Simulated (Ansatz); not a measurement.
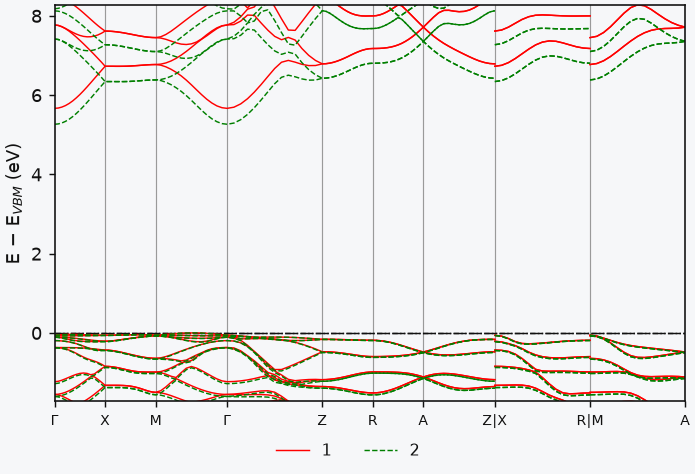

Band structures of LiCl, space group P4_12_12 (No. 92), 8 atoms in the cell, by two methods on the same cell. Each is counted from its own valence-band top.

Which curve is which? The methods: PBE, LDA.

1 is PBE; 2 is LDA. PBE gives a gap of 5.67 eV along the path and LDA gives a gap of 5.27 eV along the path.

Settings. PBE: DFT PBE, scalar-relativistic, plane waves, PAW, no spin polarisation, 4×4×6 k mesh, 420 eV cutoff, Gaussian smearing of 0.02 eV (Ansatz 0.2.0). LDA: DFT LDA, scalar-relativistic, plane waves, PAW, no spin polarisation, 4×4×6 k mesh, 420 eV cutoff, Gaussian smearing of 0.02 eV (Ansatz 0.2.0).

The structure is an invented one, so it need not be a known or stable phase.
